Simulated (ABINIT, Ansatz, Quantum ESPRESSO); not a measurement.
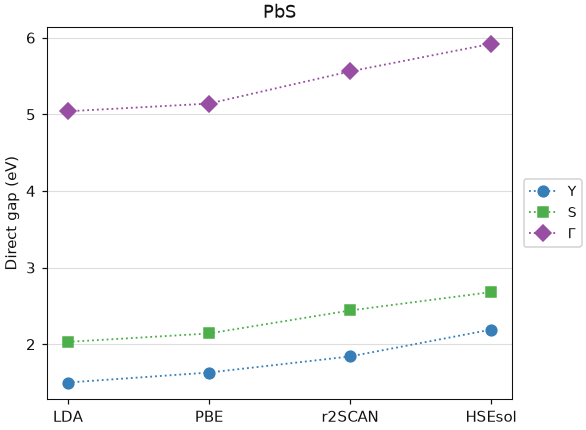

Direct gap at each named k point, by several methods on one cell of PbS, space group Cmcm (No. 63), 4 atoms in the primitive cell; a = 6.34 Å, b = 6.34 Å, c = 4.28 Å, α = 90.00°, β = 90.00°, γ = 141.71°. All runs are without spin-orbit coupling and carry no moments. In reduced coordinates of the cell that was run, Y is (−0.5, 0.5, 0) and S is (0, 0.5, 0). The smallest gap is indirect or lies off these points.

```
method           program  Y (eV)  S (eV)  Γ (eV)
   LDA            ABINIT    1.50    2.03    5.04
   PBE  Quantum ESPRESSO    1.63    2.14    5.14
r2SCAN  Quantum ESPRESSO    1.84    2.44    5.56
HSEsol            Ansatz    2.19    2.68    5.92
```

Q: Estimate the PBE0 values. It was run as: PBE0, Ansatz PAW, 6×6×4 k mesh, 420 eV cutoff, Fermi-Dirac smearing of 0.05 eV (Ansatz 0.2.0).

A: Exact exchange opens the gap over the semilocal values shown, the highest of which is 1.84 eV (r2SCAN) at Y. PBE0 gives 2.94 eV at Y, 3.37 eV at S and 6.72 eV at Γ, which is +1.31 eV from PBE at Y.

Q: How do the methods rank at Y?

A: From low to high: LDA 1.50, PBE 1.63, r2SCAN 1.84, HSEsol 2.19, PBE0 2.94 eV.

Settings. LDA: JTH PAW LDA v2.0, 6×6×5 k mesh, 544 eV cutoff, Fermi-Dirac smearing of 0.05 eV (ABINIT). PBE: SG15 PBE 1.2, 4×4×4 k mesh, 762 eV cutoff, Fermi-Dirac smearing of 0.05 eV (Quantum ESPRESSO 7.5). r2SCAN: SG15 PBE 1.2, 6×6×5 k mesh, 762 eV cutoff, Fermi-Dirac smearing of 0.05 eV (Quantum ESPRESSO). HSEsol: Ansatz PAW, 4×4×3 k mesh, 420 eV cutoff, Fermi-Dirac smearing of 0.05 eV (Ansatz).

These are five of the 24 methods that were run on this cell. The runs come from different programs and meshes, which adds differences of its own. Spin-orbit coupling is left out, which matters for Pb. The usual form of PbS is rocksalt. HSEsol and PBE0: the PAW data sets were made with another functional. r2SCAN: the potentials were made for another functional. HSEsol: the k mesh is coarse, so the values aren't converged, least of all with exact exchange. PBE0: the k mesh is thin for exact exchange. Over all k points computed the smallest gap is 1.02 eV in LDA (mesh alone), 1.28 eV in PBE (mesh alone), 1.39 eV in r2SCAN (mesh alone), 1.56 eV in HSEsol and 2.22 eV in PBE0, and a mesh with an odd division can miss a smaller one.
